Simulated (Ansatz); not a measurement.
Consider Zr$_{6}$Si$_{6}$O$_{25}$ (cell with a defect).

Input file:

```
crystal:
  lattice:
    - [0.0, 6.6775195375, 0.0]
    - [-6.6775195375, 0.0, 0.0]
    - [3.3387597687, -3.3387597687, 9.0352168343]
  atoms:
    - { symbol: Zr, position: [0.3333333333, 0.3333333333, 0.6666666667] }
    - { symbol: Zr, position: [0.0, 0.0, 0.0] }
    - { symbol: Zr, position: [0.6666666667, 0.6666666667, 0.3333333333] }
    - { symbol: Zr, position: [0.5833333333, 0.0833333333, 0.1666666667] }
    - { symbol: Zr, position: [0.25, 0.75, 0.5] }
    - { symbol: Zr, position: [0.9166666667, 0.4166666667, 0.8333333333] }
    - { symbol: Si, position: [0.5009329664, 0.4919979339, 0.0001529675] }
    - { symbol: Si, position: [0.1666666667, 0.1666666667, 0.3333333333] }
    - { symbol: Si, position: [0.8333333333, 0.8333333333, 0.6666666667] }
    - { symbol: Si, position: [0.0833333333, 0.5833333333, 0.1666666667] }
    - { symbol: Si, position: [0.75, 0.25, 0.5] }
    - { symbol: Si, position: [0.4189799936, 0.916647948, 0.8345042702] }
    - { symbol: O, position: [0.2452070191, 0.4449152725, 0.879334074] }
    - { symbol: O, position: [0.9227951667, 0.1065550534, 0.2131101067] }
    - { symbol: O, position: [0.5894618333, 0.77322172, 0.54644344] }
    - { symbol: O, position: [0.02322172, 0.3394618333, 0.04644344] }
    - { symbol: O, position: [0.6898883867, 0.0061285, 0.3797767734] }
    - { symbol: O, position: [0.3459725299, 0.6673865376, 0.7137014416] }
    - { symbol: O, position: [0.02322172, 0.7069816067, 0.04644344] }
    - { symbol: O, position: [0.6898883867, 0.3736482734, 0.3797767734] }
    - { symbol: O, position: [0.3565550534, 0.0403149401, 0.7131101067] }
    - { symbol: O, position: [0.2903149401, 0.1065550534, 0.2131101067] }
    - { symbol: O, position: [0.9569816067, 0.77322172, 0.54644344] }
    - { symbol: O, position: [0.6236482734, 0.4398883867, 0.8797767734] }
    - { symbol: O, position: [0.5493836064, 0.7438452462, 0.117154158] }
    - { symbol: O, position: [0.22677828, 0.4105381667, 0.45355656] }
    - { symbol: O, position: [0.8934449466, 0.0772048333, 0.7868898933] }
    - { symbol: O, position: [0.3272048333, 0.6434449466, 0.2868898933] }
    - { symbol: O, position: [0.9938715, 0.3101116133, 0.6202232266] }
    - { symbol: O, position: [0.6605381667, 0.97677828, 0.95355656] }
    - { symbol: O, position: [0.9596850599, 0.6434449466, 0.2868898933] }
    - { symbol: O, position: [0.6263517266, 0.3101116133, 0.6202232266] }
    - { symbol: O, position: [0.2968851266, 0.9776886994, 0.9615719356] }
    - { symbol: O, position: [0.22677828, 0.0430183933, 0.45355656] }
    - { symbol: O, position: [0.8934449466, 0.7096850599, 0.7868898933] }
    - { symbol: O, position: [0.5601116133, 0.3763517266, 0.1202232266] }
    - { symbol: O, position: [0.4240124443, 0.7176327298, 0.9062869254] }
  host:
    lattice:
      - [-3.3387597687, 3.3387597687, 3.0117389448]
      - [3.3387597687, -3.3387597687, 3.0117389448]
      - [3.3387597687, 3.3387597687, -3.0117389448]
    atoms:
      - { symbol: Zr, position: [0.0, 0.0, 0.0] }
      - { symbol: Zr, position: [0.75, 0.25, 0.5] }
      - { symbol: Si, position: [0.5, 0.5, 0.0] }
      - { symbol: Si, position: [0.25, 0.75, 0.5] }
      - { symbol: O, position: [0.1359052734, 0.3196651601, 0.8162401133] }
      - { symbol: O, position: [0.0696651601, 0.7534250468, 0.6837598867] }
      - { symbol: O, position: [0.0696651601, 0.3859052734, 0.3162401133] }
      - { symbol: O, position: [0.5034250468, 0.3196651601, 0.1837598867] }
      - { symbol: O, position: [0.6803348399, 0.4965749532, 0.8162401133] }
      - { symbol: O, position: [0.6140947266, 0.9303348399, 0.6837598867] }
      - { symbol: O, position: [0.2465749532, 0.9303348399, 0.3162401133] }
      - { symbol: O, position: [0.6803348399, 0.8640947266, 0.1837598867] }
basis:
  ecutwfc: 420
  xc_grid: 2
kpoints:
  mp_grid: { grid: [2, 2, 2], shift: [0.0, 0.0, 0.0] }
hamiltonian:
  xc: pbe
scf:
  occupations: { method: gaussian, width: 0.02 }
output:
  forces: true
  stress: false
  eigenvalues: true
  charged_corrections:
    defect_position: [0.41666667, 0.70833333, 0.91666667]
    epsilon: [[13.9362, 0.0, 0.0], [0.0, 13.9362, 0.0], [0.0, 0.0, 12.8342]]
  write_density: true
  write_potential: true
  elf: true
  volumetric_format: npy
relax:
  adjacent_minimum: "off"
  f_tol: 0.03
  max_steps: 40
```

Command:

```sh
ansatz run input.yaml --threads 8 --pin off --max-ram 16384MiB --backend cpu --events-out ev --progress --plain --runs-dir out
```

The fields are those of the run's last geometry, not of the input's.

These are results of Ansatz 0.2.0, DFT PBE, scalar-relativistic, plane waves, PAW, not measurements.

Question: What will maps of the valence pseudo-density and electron localisation function show?

Answer: Si–O (1.64 Å): ρ is about 1.2 e/Å³ halfway; the ELF peaks at about 0.85 between the atoms (a shared but strongly polarised pair).
Zr–O (2.22 Å): ρ is about 0.51 e/Å³ halfway; the ELF peaks at about 0.85 in the valence shell of O, 0.6 Å from its nucleus, and drops to about 0.20 between the two atoms (no shared electron pair shows on this line).

Question: Does the calculation make it a metal, or give it a gap?

Answer: It is gapped, with a Kohn–Sham gap of 4.0 eV on the k-point mesh, an upper bound to the gap of this method.

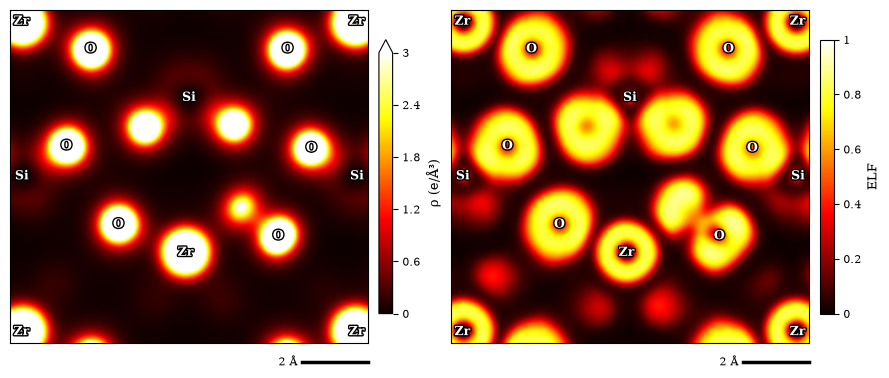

Computed valence pseudo-density and electron localisation function on the (110) plane of the calculation cell, in this order. Atoms just off the plane (O, 0.3 Å away) can leave unmarked features too.
